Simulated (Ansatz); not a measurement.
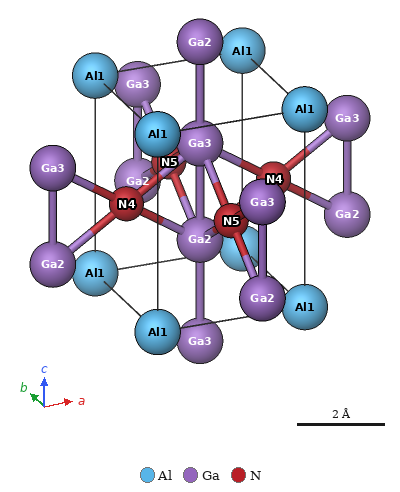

Figure 1. The structure (ball-and-stick view of the cell of the calculation, seen at an oblique angle; bonded neighbours outside the cell are drawn too; atoms are numbered from 1 in the order of the input). An atom can appear more than once, as a periodic image.

Band-structure calculation of AlGa$_{2}$N$_{2}$

- system: AlGa$_{2}$N$_{2}$ (P4/mmm, 5 atoms in the cell)
- method: DFT PBE, scalar-relativistic, plane waves, PAW, no spin polarisation (Ansatz 0.2.0)

The structure was made by a generator, so it may or may not be a known phase. Figures and captions count atoms from 1; the log counts them from 0 in places.

What the program printed
```
scf.n_extra_bands = 12 over 20 filled bands (N_el = 39.0): the run solves 32 bands
Engine: ansatz 0.2.0, x86_64-unknown-linux-gnu
Pseudopotentials: kind: paw
Pseudopotential: Al, paw, valence charge 3, recommended cutoff 420 eV (normal), Al.paw.azcp
Pseudopotential: Ga, paw, valence charge 13, recommended cutoff 420 eV (normal), Ga.paw.azcp
Pseudopotential: N, paw, valence charge 5, recommended cutoff 420 eV (normal), N.paw.azcp
Functional definition: PBE
  parameter kappa = 0.804
  parameter beta = 0.06672455060314922
  exchange = pbe_x(kappa = kappa, mu = beta*pi^2/3)
  correlation = pbe_c(beta = beta)
Crystal: 5 atoms, lattice volume = 67.195 Å³
Basis set: ecut = 420 eV, 1329 PW (Γ), exchange–correlation on 50×50×72 points (8 copies of the dense FFT grid, shifted against one another)
Bands: 32, of which v1, the nominal top of the filled ones, is band 20 counted from 1 (19 counted from 0)
Symmetry: 16 space group operations
Space group: P4/mmm (ITA 123), of the structure as read, at distance tolerance 4.1e-5 Å
k-points: 105 of 800
Non-local potential: Al, projectors of the file, l = 0: 2, l = 1: 2, l = 2: 1
Non-local potential: Ga, projectors of the file, l = 0: 2, l = 1: 2, l = 2: 3, l = 3: 1
Non-local potential: N, projectors of the file, l = 0: 2, l = 1: 2, l = 2: 1
PAW form: soft (Blöchl's): semilocal exchange-correlation on the pseudo side does not see the compensation charge
PAW one-centre angular grid: Al, 110 points (default); XC on 64 Gauss nodes
PAW one-centre angular grid: Ga, 590 points (default); XC on 64 Gauss nodes
PAW one-centre angular grid: N, 110 points (default); XC on 64 Gauss nodes
Initial density: superposition of atomic densities (neutral atoms: chi_scale 0, normalization atom), corrected by the library's trained network
Initial wavefunctions: pseudopotential atomic-orbital guess
Functional: x = pbe(κ = 0.804, μ = 0.2195149727645171), c = pbe(β = 0.06672455060314922)
SCF iter   1: F=—  HF=-8866.042371 eV  |F-HF|=—  |Δ(HF+E_count)|=         —  Δρ=9.06e-3  dr2=1.15e-1  ethr=1.77e-3  ⟨swp⟩=5.3  Hψ=13978  notcnv=0  defer=89
preconditioner: auto → Kerker (q_TF=auto, 2.492 Å⁻¹)  [metal: Δε(μ)=0.003 eV  Ē_g=17.304 eV  σ=0.100 eV  W_gap=0.02  n_scr=18 (ndim 8)  ℏωp=28.3 eV  f_vac=0.000  D(μ)=2.58/eV (n_scr^D=20)]
SCF iter   2: F=—  HF=-8866.031621 eV  |F-HF|=—  |Δ(HF+E_count)|=   1.08e-2  Δρ=4.69e-3  dr2=4.02e-2  ethr=2.95e-4  ⟨swp⟩=1.0  Hψ=4200  notcnv=0  defer=138
SCF iter   3: F=—  HF=-8866.025561 eV  |F-HF|=—  |Δ(HF+E_count)|=   6.06e-3  Δρ=8.24e-4  dr2=9.46e-4  ethr=1.03e-4  ⟨swp⟩=1.3  Hψ=2802  notcnv=0  defer=138
SCF iter   4: F=—  HF=-8866.025438 eV  |F-HF|=—  |Δ(HF+E_count)|=   1.23e-4  Δρ=5.51e-4  dr2=1.64e-4  ethr=2.43e-6  ⟨swp⟩=2.0  Hψ=4769  notcnv=0  defer=138
SCF iter   5: F=—  HF=-8866.025295 eV  |F-HF|=—  |Δ(HF+E_count)|=   1.44e-4  Δρ=1.88e-4  dr2=3.01e-5  ethr=4.20e-7  ⟨swp⟩=2.0  Hψ=4618  notcnv=0  defer=138
SCF iter   6: F=—  HF=-8866.025343 eV  |F-HF|=—  |Δ(HF+E_count)|=   4.84e-5  Δρ=5.38e-5  dr2=2.77e-6  ethr=7.72e-8  ⟨swp⟩=3.0  Hψ=4962  notcnv=0  defer=138
SCF iter   7: F=—  HF=-8866.025344 eV  |F-HF|=—  |Δ(HF+E_count)|=   1.08e-6  Δρ=1.55e-5  dr2=2.76e-7  ethr=7.10e-9  ⟨swp⟩=2.2  Hψ=3679  notcnv=0  defer=138
SCF iter   8: F=-8866.025344 eV  HF=-8866.025344 eV  |F-HF|=7.18e-9  |Δ(HF+E_count)|=   7.83e-8  Δρ=3.74e-6  dr2=1.51e-8  ethr=2.56e-10  ⟨swp⟩=12.8  Hψ=22240  notcnv=0
SCF 1 converged in 8 iterations: F = -8866.025344 eV  dr2 = 1.51e-8
  greatest PAW one-centre occupation: 0.996 electrons in one spin orbital (limit 2), on the Ga atom at site 2 (counted from 0), in its partial waves of l = 2
NSCF: frozen V_eff on 129 k-points
NSCF: frozen V_eff on 168 k-points
SCF converged after 8 iterations
Free energy (F): -8866.025344 eV
Harris-Foulkes:  -8866.025344 eV  (|F-HF|=7.18e-9)
Internal energy: -8866.013986 eV  (E = F + TS)
E sigma→0 (E₀):  -8866.019665 eV
Entropy (-TS):   -0.011358 eV (-2.272 meV/atom)
Fermi energy:    9.292150 eV
--- Per-component energies (eV) ---
  E_band       = -58.844905
  E_kinetic    = 500.126371
  E_local      = -4600.418760  (includes V_loc(G=0)·N_el)
  E_nonlocal   = 958.744212
  E_hartree    = 2122.045697
  E_xc         = -293.085682
  E_vxc        = -291.266731  (∫ρ·V_xc dr)
  E_paw        = -4702.007978  (= ΣΔE_a)
  E_vpaw       = -870.126653  (= ΣTr[D̂ρ^β])
  E_aug_tail   = 0.000011  (compensation charges beyond the density's cutoff)
  E_ewald      = -2851.417858
  E_smearing   = -0.011358  (= −TS)
  E_closure    = 0.000000  (closes the sum)
  Σ components = -8866.025344   (vs F -8866.025344, Δ=0.00e0)
--- Forces (eV/Å), atoms counted from 1 ---
  atom   1  Al    -0.00000000     0.00000000     0.00000000
  atom   2  Ga     0.00000000     0.00000000    -0.00000376
  atom   3  Ga     0.00000000     0.00000000     0.00000376
  atom   4  N      0.00000000    -0.00000000     0.00000000
  atom   5  N      0.00000000    -0.00000000     0.00000000
  max |Σ_I F_I| component: 8.28e-30 eV/Å
--- Stress (GPa, compression-positive) ---
        0.003534       0.000000       0.000000
        0.000000       0.003534       0.000000
        0.000000       0.000000       0.000824
  P = ⅓ Tr σ = 0.0026 GPa (0.026 kbar)
--- Band table (eV; the first three rows and the last of 105) ---
  k-point 0: bands = ["-7.0308", "-6.3648", "-6.2898", "-6.2034", "-6.2034", "-5.9297", "-5.8935", "-5.8361", "-5.7448", "-5.7448", "-5.6635", "-2.3399", "0.9401", "2.4595", "4.4795", "4.4795", "7.9624", "9.1495", "9.4535", "9.4535", "11.5591", "11.5591", "12.1109", "12.5983", "13.8321", "14.2235", "14.2235", "15.8457", "18.2219", "20.0487", "20.8708", "20.8708"]
  k-point 1: bands = ["-7.0025", "-6.3436", "-6.2853", "-6.1889", "-6.1889", "-5.9341", "-5.8913", "-5.8382", "-5.7616", "-5.7616", "-5.6900", "-2.3393", "0.4049", "3.1780", "4.5170", "4.5170", "7.9199", "9.1833", "9.4569", "9.4569", "11.1934", "11.1934", "11.5390", "12.6590", "13.9821", "14.7421", "14.7421", "15.9140", "18.6958", "20.1022", "20.7112", "20.7112"]
  k-point 2: bands = ["-6.9323", "-6.2806", "-6.2740", "-6.1484", "-6.1484", "-5.9450", "-5.8853", "-5.8442", "-5.8078", "-5.8078", "-5.7661", "-2.3381", "-0.3247", "4.4584", "4.6116", "4.6116", "7.8220", "9.1795", "9.4647", "9.4647", "10.5572", "10.5572", "10.7022", "12.1798", "14.3629", "15.8235", "15.8235", "16.4030", "19.6470", "20.2465", "20.3128", "20.3128"]
  k-point 104: bands = ["-6.4765", "-6.4765", "-6.0951", "-5.9373", "-5.9373", "-5.9343", "-5.9304", "-5.9085", "-5.8915", "-5.8411", "-3.8888", "-3.8888", "-0.1168", "3.2231", "4.0916", "4.0916", "4.6715", "6.3106", "9.4792", "10.2275", "10.2275", "10.6461", "13.0096", "13.4539", "13.4539", "13.7974", "15.7286", "19.1577", "20.0190", "23.0471", "23.0471", "23.2622"]
--- Löwdin populations: 5 sites ---
  site symbol       q [e]
     0     Al      2.4343
     1     Ga     12.6833
     2     Ga     12.6833
     3      N      5.5182
     4      N      5.5182
  spilling = 0.004171 (of n_electrons = 39.000000)
--- Bader charges: 5 sites ---
  site symbol  charge [e]  shift [e]
     0     Al      0.6852     0.0000
     1     Ga      0.7333     0.0017
     2     Ga      0.7332     0.0017
     3      N     -1.0758     0.0017
     4      N     -1.0758     0.0017
  estimated error of the sums over rays = 3.9e-4 e
```

File bader_charges.tsv
```
# site	symbol	x_ang	y_ang	z_ang	partial_charge_e	electrons	volume_ang3	relative_density_drop	shared_charge_e	partial_wave_shift_e
# quadrature_error_electrons = 3.9e-4
0	Al	0.0000	0.0000	0.0000	0.68516	12.31484	16.09	-	0.68516	0.00000
1	Ga	1.8399	1.8399	1.2722	0.73333	30.26667	12.80	-	0.73333	0.00175
2	Ga	1.8399	1.8399	3.6903	0.73321	30.26679	12.80	-	0.73321	0.00175
3	N	0.0000	1.8399	2.4812	-1.07585	8.07585	12.75	-	-1.07585	0.00175
4	N	1.8399	0.0000	2.4812	-1.07585	8.07585	12.75	-	-1.07585	0.00175
```

File populations.tsv
```
# site	symbol	l	j	q
# orbitals = lowdin
# n_electrons = 39.000000
# spilling = 0.004171
0	Al	0_3S	-	1.196230
0	Al	1_3P	-	1.238107
1	Ga	0_4S	-	0.948530
1	Ga	1_4P	-	1.754940
1	Ga	2_3D	-	9.979858
2	Ga	0_4S	-	0.948530
2	Ga	1_4P	-	1.754940
2	Ga	2_3D	-	9.979858
3	N	0_2S	-	1.701811
3	N	1_2P	-	3.816349
4	N	0_2S	-	1.701811
4	N	1_2P	-	3.816349
```

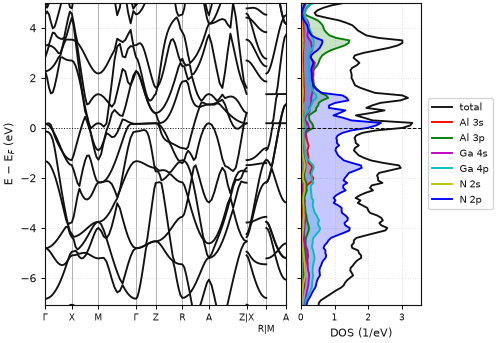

Figure 2. Band structure along Γ–X–M–Γ–Z–R–A–Z|X–R|M–A and density of states (projected on Löwdin-orthogonalised atomic shells), with energies from the Fermi level. Bands cross the Fermi level: a metal at this level of theory.

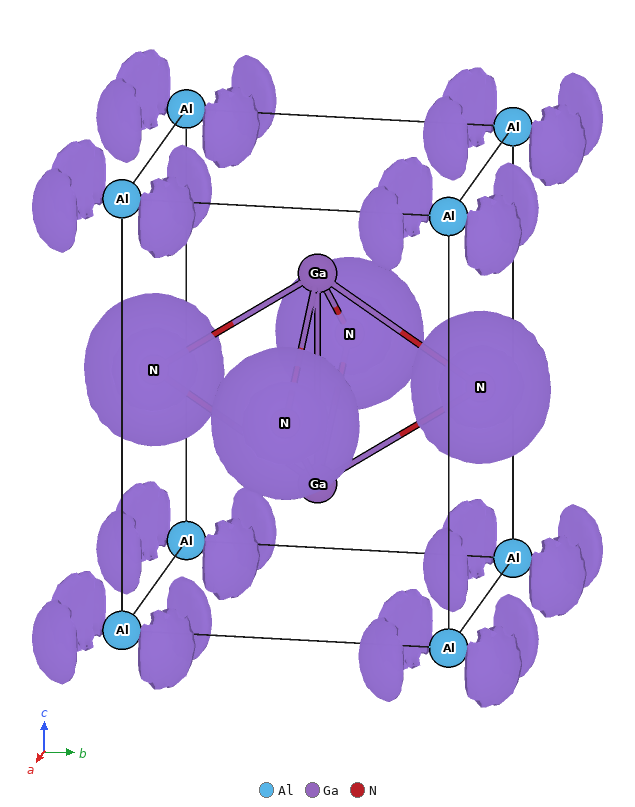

Figure 3. Isosurface of the ELF at 0.75 (purple), seen slightly off an axis. Core shells and regions of very low density are left out. Sticks mark near contacts. The outline is the cell set on symmetry axes. Along the contacts the grid gives the following. Ga–N (2.20 Å): the ELF is about 0.30 at the midpoint (a polar contact without a shared pair, in a metal). Ga–Ga (2.42 Å): the ELF is about 0.20 at the midpoint (no localised pair between them). Core electrons are frozen (PAW), so the fields are smoothed inside the atomic spheres.

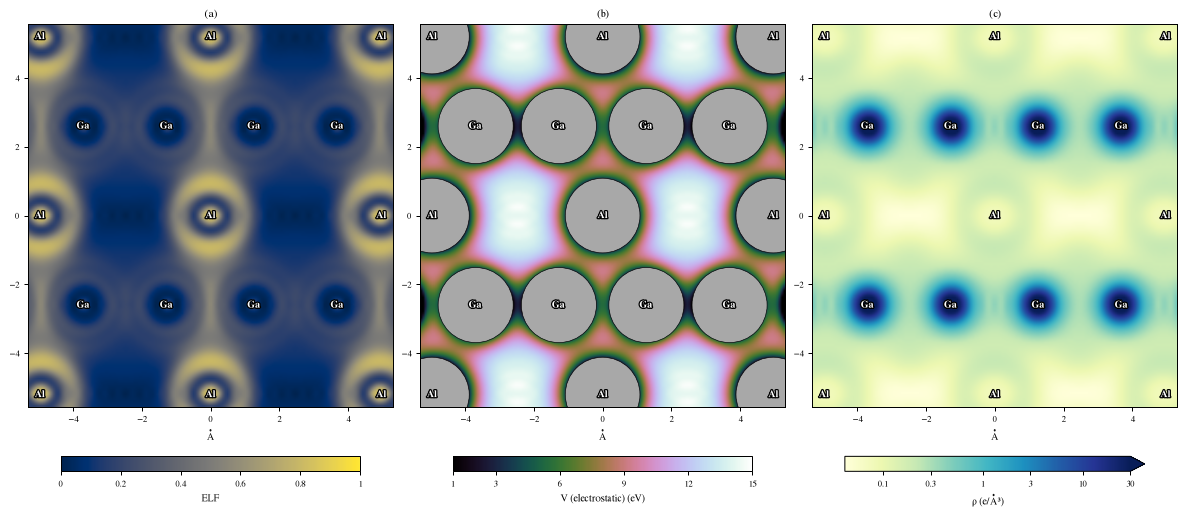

Figure 4. (a) ELF; (b) electrostatic potential (local pseudopotential plus Hartree) felt by an electron; (c) valence charge density (pseudo) on the (110) plane of the conventional cell. Grey discs, where drawn, cover atomic cores. Ga–Ga (2.42 Å): ρ at the midpoint is about 0.3 e/Å³; the ELF is about 0.20 at the midpoint; no localised pair between them. Al–Ga (2.90 Å): ρ at the midpoint is about 0.18 e/Å³; the ELF is about 0.45 at the midpoint (no shared electron pair). Ga–Ga (2.54 Å): ρ at the midpoint is about 0.41 e/Å³, with its minimum of 0.33 e/Å³ about 1.5 Å from Ga; the ELF is about 0.55 at the midpoint (no localised pair between them). Away from the nuclei the density in this plane falls to 0.04 e/Å³ at its lowest. Outside the cores the potential energy rises away from the atoms and is highest about 1.7 Å from the nearest atoms; outside the discs it spans about 13 eV, and its zero is arbitrary.

The run was set up as follows.

Input
```yaml
crystal:
  lattice:
    - [3.6797506684, 0.0, 0.0]
    - [0.0, 3.6797506684, 0.0]
    - [0.0, 0.0, 4.9624935041]
  atoms:
    - { symbol: Al, position: [0.0, 0.0, 0.0] }
    - { symbol: Ga, position: [0.5, 0.5, 0.2563690577] }
    - { symbol: Ga, position: [0.5, 0.5, 0.7436309423] }
    - { symbol: "N", position: [0.0, 0.5, 0.5] }
    - { symbol: "N", position: [0.5, 0.0, 0.5] }
basis:
  ecutwfc: 420
kpoints:
  mp_grid: { grid: [10, 10, 8] }
  band_path:
    path:
      - [[0.0, 0.0, 0.0], [0.0, 0.5, 0.0], [0.5, 0.5, 0.0], [0.0, 0.0, 0.0], [0.0, 0.0, 0.5], [0.0, 0.5, 0.5], [0.5, 0.5, 0.5], [0.0, 0.0, 0.5]]
      - [[0.0, 0.5, 0.0], [0.0, 0.5, 0.5]]
      - [[0.5, 0.5, 0.0], [0.5, 0.5, 0.5]]
    npoints: 14
hamiltonian:
  xc: pbe
scf:
  occupations: { method: gaussian, width: 0.1 }
  n_extra_bands: 12
output:
  forces: true
  stress: true
  eigenvalues: true
  populations: true
  dos: { projected: true, de: 0.02, nscf_kmesh: { grid: [12, 12, 10] } }
  bader: true
  write_density: true
  write_potential: true
  elf: true
  volumetric_format: npy
```

Run as:
```bash
ansatz run input.yaml --threads 1 --pin off --max-ram 2560MiB --backend cpu --events-out ev --progress --plain --runs-dir out
```

Results in brief

| quantity | value |
| --- | --- |
| outcome | converged |
| space group (tolerance 0.01 Å) | P4/mmm (123) |
| electrons treated | 39 |
| free energy | −8866.0253 eV |
| Fermi energy | 9.292 eV |
| gap on the k-point mesh | none (metallic) |
| pressure | 0.00 GPa |
| largest force (length of the vector) | under 0.001 eV/Å |
| hardware | 1 thread of Intel Xeon @ 2.50GHz (Skylake/Cascade Lake), 189 GiB of memory available, shared host |
| wall time | 2.3 min |
| peak memory | 0.52 GiB |

The cell holds an odd number of electrons but the run has no spin polarisation, so a band is left half filled.
